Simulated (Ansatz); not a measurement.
# Energy of CdS along an even scaling of the cell

System: CdS (Fm-3m, 2 atoms in the cell).
Method: Kohn-Sham DFT of a periodic cell, PBE0, Ansatz PAW, no spin polarisation (Ansatz 0.2.0).

The 5 runs differ only in the geometry, by an even scaling of the cell at fixed fractional positions. The structure derives from a Materials Project entry.

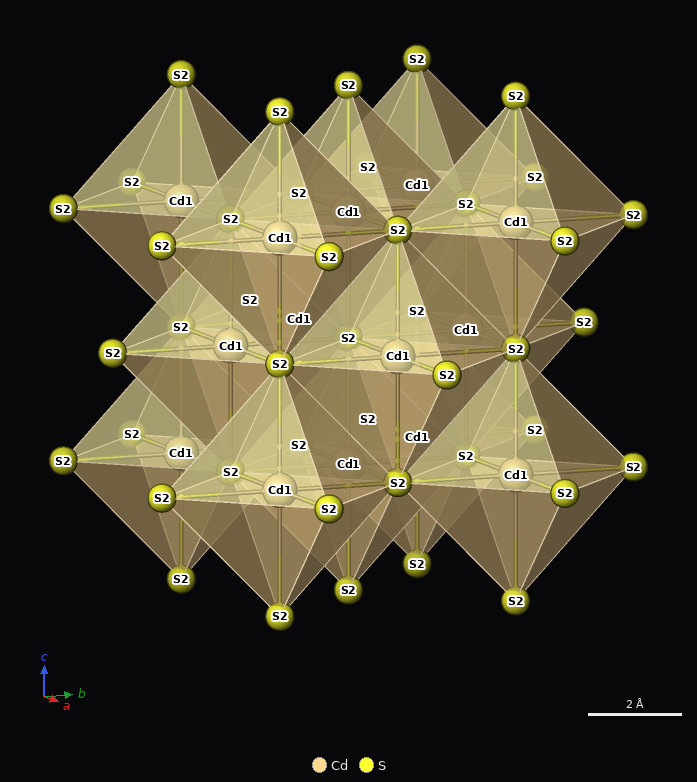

Figure 1. The structure of run 3 (polyhedral view of the cell 4 times as large as that of the calculation, set on its symmetry axes, seen slightly off an axis; polyhedra are completed across the faces of the cell; atoms are numbered from 1 in the order of the input).

**Input of run 3**
```yaml
crystal:
  lattice:
    - [0.0, 2.7714779354, 2.7714779354]
    - [2.7714779354, 0.0, 2.7714779354]
    - [2.7714779354, 2.7714779354, 0.0]
  atoms:
    - { symbol: Cd, position: [0.0, 0.0, 0.0] }
    - { symbol: S, position: [0.5, 0.5, 0.5] }
hamiltonian:
  xc: pbe0
  pseudopotentials: { kind: paw }
kpoints:
  mp_grid: { grid: [4, 4, 4] }
scf:
  occupations: { method: fermi_dirac, width: 0.05 }
output:
  forces: true
  stress: true
  eigenvalues: true
```

Command:
```bash
ansatz run input.yaml --threads 2 --pin off --max-ram 5632MiB --backend cpu --events-out ev --progress --plain --runs-dir out
```

Run 4 differs from it as follows:
```diff
-    - [0.0, 2.7714779354, 2.7714779354]
-    - [2.7714779354, 0.0, 2.7714779354]
-    - [2.7714779354, 2.7714779354, 0.0]
+    - [0.0, 2.7894750496, 2.7894750496]
+    - [2.7894750496, 0.0, 2.7894750496]
+    - [2.7894750496, 2.7894750496, 0.0]
```

**Results, with one run withheld**

| run | volume per atom (Å³) | free energy per atom, from the lowest run given (meV) | pressure (GPa) | gap on the mesh (eV) |
| --- | --- | --- | --- | --- |
| 1 | 19.618 | 6.64 | 3.15 | 1.93 |
| 2 | 20.453 | 0.00 | −0.50 | 1.92 |
| 3 | 21.288 | 10.34 | −3.39 | 1.91 |
| 4 | 21.705 | ? | ? | ? |
| 5 | 22.123 | 34.20 | −5.69 | 1.88 |

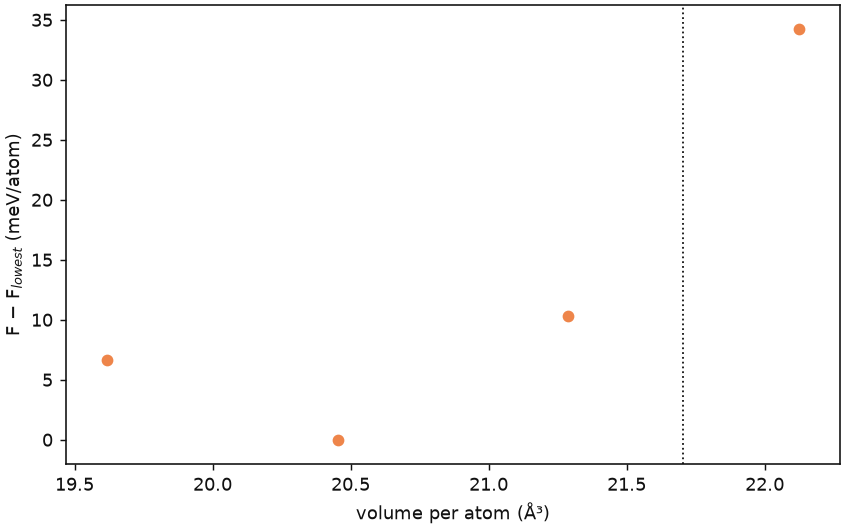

Figure 2. Free energy per atom of the runs given; the dotted line marks run 4.

Fit the runs given and predict run 4.

A quadratic polynomial in V^(−2/3) (the Birch–Murnaghan form), fitted to the 4 runs given, misses them by at most 0.05 meV per atom. With x = V^(−2/3) − 0.13207 Å⁻², it reads F = 2.8501 − 2754 x + 6.3843e+05 x² (meV per atom). At run 4 it gives 20.70 meV per atom, and the run itself gives 20.80. The slope of the fit gives a pressure −dF/dV of −4.61 GPa there, and the run prints −4.60 GPa. The fit has its minimum at 20.335 Å³ per atom, where V d²F/dV² gives 80.6 GPa: the bulk modulus at this level, since symmetry fixes the shape and the positions. The gap on the mesh goes, without turning, from 1.93 eV in run 1 to 1.88 eV in run 5; run 4 has 1.89 eV. These are gaps of this functional on this mesh, which can miss the band edges; they aren't the measured gap.

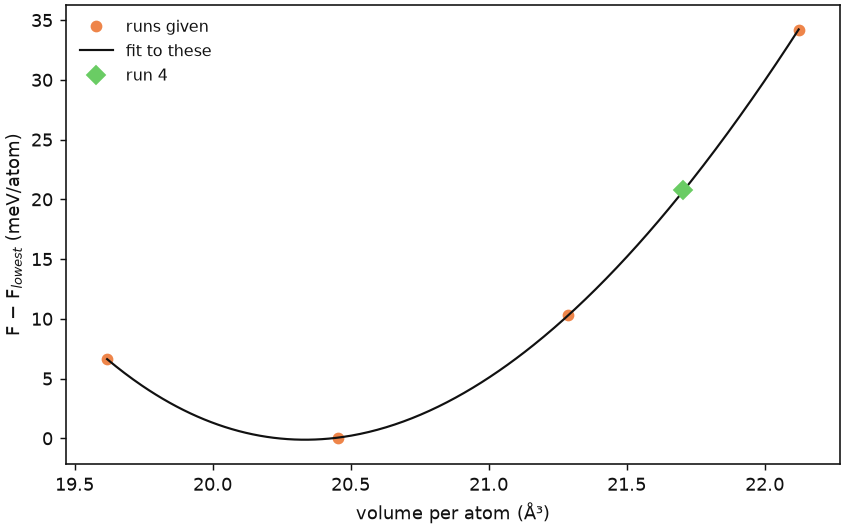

Figure 3. The fit and the withheld run.

**Output, shortened to warnings, some set-up lines, iterations and results (run 4)**
```
Warning: output.stress: scf.convergence.dr2_threshold = 1e-7 eV (the SCF's general default) is looser than the 2e-10 eV advised for a printed stress (1e-10 eV for each atom of the cell: 2). What an SCF threshold leaves in a stress goes as its square root, and in the free energy as the threshold itself, and one threshold admits the most on a small cell: of the crystals measured, under no hybrid …
Warning: output.stress: scf.exx.energy_threshold = 1e-6 eV is looser than the 2e-8 eV advised for a stress under a hybrid functional (1e-8 eV for each atom of the cell: 2). Every SCF of the exchange loop can meet its threshold on dr2 while the loop round them stops early: no threshold on dr2 bounds what that leaves in the stress. Set scf.exx.energy_threshold to 2e-8 eV or tighter. The threshold …
Basis set: ecut = 420 eV, 869 PW (Γ), exchange–correlation on 54×54×54 points (8 copies of the dense FFT grid, shifted against one another)
Symmetry: 48 space group operations
k-points: 8 of 64
Initial density: superposition of atomic densities (neutral atoms: chi_scale 0, normalization atom), corrected by the library's trained network
[...]
SCF iter   1: F=—  HF=-9157.467118 eV  |F-HF|=—  |Δ(HF+E_count)|=         —  Δρ=1.96e-3  dr2=2.97e-3  ethr=1.77e-3  ⟨swp⟩=8.5  Hψ=600  notcnv=0
SCF iter   2: F=—  HF=-9157.466685 eV  |F-HF|=—  |Δ(HF+E_count)|=   4.33e-4  Δρ=9.21e-4  dr2=5.39e-4  ethr=1.14e-5  ⟨swp⟩=3.4  Hψ=316  notcnv=0  defer=1
SCF iter   3: F=—  HF=-9157.466613 eV  |F-HF|=—  |Δ(HF+E_count)|=   7.16e-5  Δρ=3.50e-4  dr2=4.61e-5  ethr=1.82e-7  ⟨swp⟩=2.2  Hψ=522  notcnv=0
SCF iter   4: F=—  HF=-9157.466600 eV  |F-HF|=—  |Δ(HF+E_count)|=   1.31e-5  Δρ=7.10e-5  dr2=1.02e-6  ethr=1.77e-7  ⟨swp⟩=3.4  Hψ=294  notcnv=0
SCF iter   5: F=—  HF=-9157.466601 eV  |F-HF|=—  |Δ(HF+E_count)|=   9.92e-7  Δρ=8.97e-6  dr2=2.03e-8  ethr=3.92e-9  ⟨swp⟩=3.0  Hψ=286  notcnv=0
[... 11 lines ...]
SCF iter   1: F=—  HF=-9161.366951 eV  |F-HF|=—  |Δ(HF+E_count)|=         —  Δρ=7.68e-5  dr2=4.58e-6  ethr=6.98e-7  ⟨swp⟩=3.0  Hψ=305  notcnv=0
SCF iter   2: F=—  HF=-9161.366950 eV  |F-HF|=—  |Δ(HF+E_count)|=   6.40e-7  Δρ=1.19e-5  dr2=2.68e-6  ethr=7.85e-9  ⟨swp⟩=3.0  Hψ=281  notcnv=0
SCF iter   3: F=—  HF=-9161.366997 eV  |F-HF|=—  |Δ(HF+E_count)|=   4.68e-5  Δρ=2.28e-5  dr2=2.99e-7  ethr=7.92e-11  ⟨swp⟩=4.1  Hψ=444  notcnv=0
SCF iter   4: F=-9161.366997 eV  HF=-9161.366997 eV  |F-HF|=2.87e-10  |Δ(HF+E_count)|=   1.10e-7  Δρ=2.44e-6  dr2=1.22e-8  ethr=7.92e-11  ⟨swp⟩=4.0  Hψ=365  notcnv=0
SCF 3 converged in 4 iterations: F = -9161.366997 eV  dr2 = 1.22e-8
  Residual-converged pass: ⟨swp⟩=2.4  Hψ=212  notcnv=0  max |occ|·‖R‖ = 2.1e-6 eV (tolerance 2.4e-6 eV)  dr2=1.22e-8  dr2_onsite=2.94e-10  max |Δocc| = 9.5e-17
hybrid outer 2: dexx = +5.572e-7 eV, tail = 5.82e-8 eV, Δε = 3.21e-3 eV (about 1.59e-4 eV left of the loop's levels)
hybrid SCF converged: 2 outer / 12 inner (+6 warm-up), last move |dexx| = 5.57e-7 eV, tail = 5.82e-8 eV
Stability not checked: this state was not tested for a lower state beside it, because the functional holds exact exchange (a hybrid, or Hartree-Fock), whose exchange loop this test does not read (fock_operator; see scf.lower_state_search)
Free energy (F): -9161.366997 eV
Frozen-core exchange: fock
Harris-Foulkes:  -9161.366997 eV  (|F-HF|=2.87e-10)
Internal energy: -9161.366997 eV  (E = F + TS)
E sigma→0 (E₀):  -9161.366997 eV
Fermi energy:    8.767068 eV
--- Per-component energies (eV) ---
  E_band       = -536.652803
  E_kinetic    = 610.863721
  E_local      = -3634.444714  (includes V_loc(G=0)·N_el)
  E_nonlocal   = 63.856349
  E_hartree    = 1678.933602
  E_xc         = -210.016321
  E_vxc        = -237.129838  (∫ρ·V_xc dr)
  E_exx        = -110.300185  (= α·E_x^exact, valence–valence)
  E_paw        = -4642.263928  (= ΣΔE_a)
  E_vpaw       = -477.066725  (= ΣTr[D̂ρ^β])
  E_aug_tail   = 0.000015  (compensation charges beyond the density's cutoff)
  E_ewald      = -2917.297422
  E_core_change = -0.698114  (= ΣΔE_core)
  E_smearing   = -0.000000  (= −TS)
  E_closure    = -0.000000  (closes the sum)
  Σ components = -9161.366997   (vs F -9161.366997, Δ=0.00e0)
--- Forces (eV/Å), atoms counted from 1 ---
  atom   1  Cd     0.00000000    -0.00000000     0.00000000
  atom   2  S      0.00000000     0.00000000     0.00000000
  max |Σ_I F_I| component: 6.71e-30 eV/Å
--- Stress (GPa, compression-positive) ---
       -4.601217      -0.000000      -0.000000
       -0.000000      -4.601217       0.000000
       -0.000000       0.000000      -4.601217
  P = ⅓ Tr σ = -4.6012 GPa (-46.012 kbar)
```

Warnings of the run: the exchange loop's threshold is looser than advised for the stress; the SCF threshold is looser than advised for the printed stress.
